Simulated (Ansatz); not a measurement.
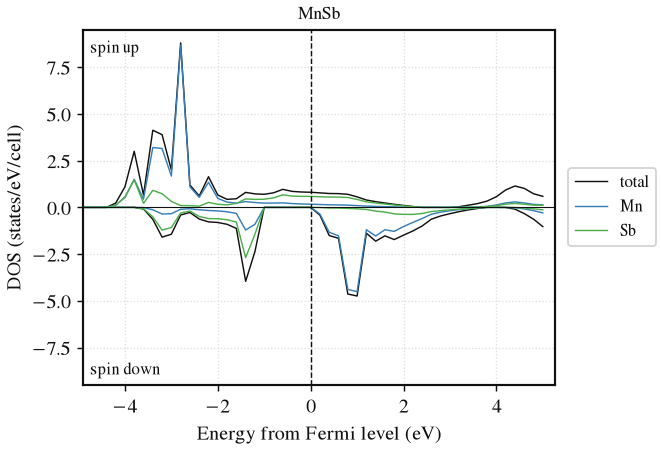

Describe the figure.

Density of states of MnSb, space group F-43m (No. 216), 2 atoms in the cell. Method: DFT, PBE, all-electron LAPW, scalar-relativistic, spin-polarised, 10×10×10 k mesh, Fermi-Dirac smearing of 0.03 eV (Ansatz). Energies are counted from the Fermi level. The partial curves are projected on atomic shells. Spin-down states are drawn negative.

It is a half-metal: only one spin has states at the Fermi level. The density of states at the Fermi level isn't well fixed here: it changes fast, and within 0.3 eV it runs from 0.81 to 1.7 per eV and cell. By projected weight, the states within 0.3 eV of the Fermi level are Sb (65 %) and Mn (35 %). At the Fermi level spin up gives about 0.8 and spin down about 0.14 states per eV, a polarisation (up − down)/(up + down) of about 0.7. The two spin channels differ: the cell has a net moment of 4.0 μB, with spin up in the majority.
